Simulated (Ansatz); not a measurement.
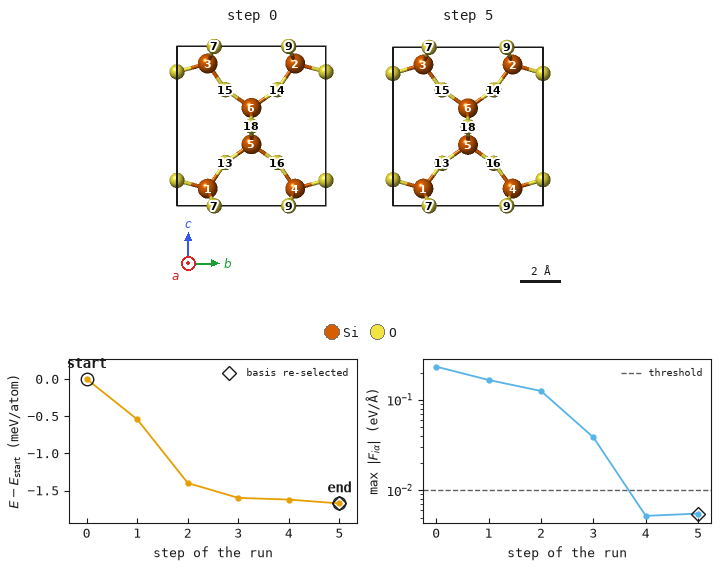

First and last geometry of a relaxation of a crystal of SiO2 (set up in Pmma), with the history of the run. A ball-and-stick model of the cell of the calculation, seen along the a axis.

Case: volume × 1.06, shape and atoms relaxed.

Computed with DFT LDA, scalar-relativistic, plane waves, PAW in Ansatz 0.2.0.

Input
```yaml
crystal:
  lattice:
    - [5.3048821555, 0.0, 0.0]
    - [0.0, 7.6368185309, 0.0]
    - [0.0, 0.0, 8.1741061962]
  atoms:
    - { symbol: Si, position: [0.25, 0.2060467527, 0.1075445277] }
    - { symbol: Si, position: [0.75, 0.7939532473, 0.8924554723] }
    - { symbol: Si, position: [0.75, 0.2060467527, 0.8924554723] }
    - { symbol: Si, position: [0.25, 0.7939532473, 0.1075445277] }
    - { symbol: Si, position: [0.25, 0.5, 0.3856094883] }
    - { symbol: Si, position: [0.75, 0.5, 0.6143905117] }
    - { symbol: O, position: [0.0, 0.2500329326, 0.0] }
    - { symbol: O, position: [0.5, 0.7499670674, 0.0] }
    - { symbol: O, position: [0.0, 0.7499670674, 0.0] }
    - { symbol: O, position: [0.5, 0.2500329326, 0.0] }
    - { symbol: O, position: [0.25, 0.0, 0.1595956257] }
    - { symbol: O, position: [0.75, 0.0, 0.8404043743] }
    - { symbol: O, position: [0.25, 0.3252781489, 0.2714969717] }
    - { symbol: O, position: [0.75, 0.6747218511, 0.7285030283] }
    - { symbol: O, position: [0.75, 0.3252781489, 0.7285030283] }
    - { symbol: O, position: [0.25, 0.6747218511, 0.2714969717] }
    - { symbol: O, position: [0.5, 0.5, 0.5] }
    - { symbol: O, position: [0.0, 0.5, 0.5] }
basis:
  ecutwfc: 420
kpoints:
  mp_grid: { grid: [4, 4, 4] }
hamiltonian:
  xc: lda
scf:
  occupations: { method: gaussian, width: 0.02 }
output:
  forces: true
  stress: true
  eigenvalues: true
relax:
  adjacent_minimum: "off"
  f_tol: 0.01
  max_steps: 30
  cell: { stress_tol: 0.1, fix: [volume] }
```

Run as
```bash
ansatz run input.yaml --threads 4 --pin off --max-ram 10240MiB --backend cpu --events-out ev --progress --plain --runs-dir out
```

**Read the history and describe the run.**

It converged. The largest moves relative to the cell, 0.069 Å, are those of O7, O8, O9 and O10. O8 goes along +b. By element the largest moves are O 0.069 Å, Si 0.027 Å. The drawn cell changes at constant volume: a 5.305 → 5.299 Å (−0.1 %), b 7.637 → 7.691 Å (+0.7 %), c 8.174 → 8.124 Å (−0.6 %). Some distances before and after: Si1–O10 1.626 → 1.619 Å. Bond angles that change, for instance: Si3–O15–Si6 159.1° → 162.1°, Si1–O7–Si3 156.2° → 159.0°, Si2–O12–Si3 149.7° → 147.4°. The space group stays Pmma (No. 51). After 4 accepted moves (5 points after the start) the energy has fallen by 1.7 meV per atom. Largest force component: 0.23 eV/Å at the start, 0.0055 eV/Å at the end. The pressure goes from −5.97 to −5.09 GPa. The SCF was repeated once at an unchanged geometry on a basis and grid sized afresh for the cell, which shifted the energy by 0.1 meV per atom at most. The run took 2.1 min on 4 threads of Intel(R) Xeon(R) Processor @ 2.50GHz (Skylake/Cascade Lake) (shared host), peak memory 1.1 GiB.
